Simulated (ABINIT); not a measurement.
# GaN (P6_3mc): refractive index against wavelength

The refractive index of GaN (P6_3mc) along x below the direct gap (2.01 eV on the mesh) is read from one computed spectrum, n = √(Re ε). x, y and z are the Cartesian axes of the input cell.

Cell: a, b, c = 3.180, 3.180, 5.166 Å (primitive vectors), 4 atoms.

Method: ABINIT 10.8.3, LDA, independent particles, k-mesh 12×12×7, Lorentzian half width 0.04 eV.

Launch of the response step: `optic optic.abi`. The run took 6.4 min, its band step included, on 4 threads of AMD EPYC (Zen 3) (shared host).

```tsv
wavelength (nm)	photon energy E (eV)	n
3000	0.413	2.4192
2000	0.620	2.4257
1550	0.800	?
1310	0.946	2.4421
1064	1.165	2.4585
```

In the single-oscillator model n² − 1 = E₀E_d/(E₀² − E²), so 1/(n² − 1) = E₀/E_d − E²/(E₀E_d) is linear in E².

Working, on the rows shown:

| x = E² (eV²) | y = 1/(n² − 1) |
| --- | --- |
| 0.170801 | 0.206078 |
| 0.384302 | 0.204749 |
| 0.895757 | 0.201456 |
| 1.35784 | 0.198247 |

Means: x̄ = 0.70218, ȳ = 0.20263. Σ(x − x̄)(y − ȳ) = -0.005607, Σ(x − x̄)² = 0.8508. Slope = -0.005607 / 0.8508 = -0.006591; intercept = ȳ − slope · x̄ = 0.20726. Turned back into n, the line misses the rows shown by at most 0.0005.

**Question.** Predict the last column of the withheld row from the fit.

**Answer.** At x = 0.63984 the line gives y = 0.20304, that is 2.4341. The run gave 2.4337, so the interpolation is off by 0.00044, 1.1 % of the range in the table.

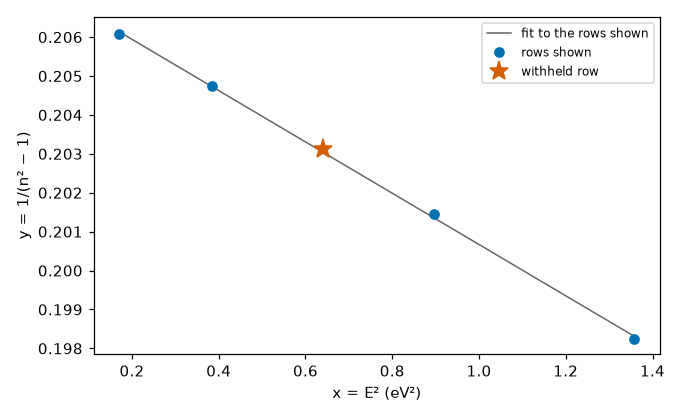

Refitted with all rows, the slope is -0.006596 and the intercept 0.20728. These give E₀ = √(intercept/−slope) = 5.61 eV and E_d = E₀/intercept = 27.0 eV; E₀ is 2.8 times the direct gap. The electronic limit at long wavelengths, without lattice vibrations, is n = √(1 + 1/intercept) = 2.413. The cell comes from an older database entry, whose edges can be off by a per cent or so. Excitons are left out and so are local fields; LDA gaps are as a rule too small. The values come from a sum over the points of one k-mesh and carry its error, which grows as the direct gap shrinks. Spin-orbit coupling is left out.

[Logs are printed without paths, hosts, clocks, repeated set-up lines and the standing remarks that a program may print on its own settings, such as how far it seeks lower states.]
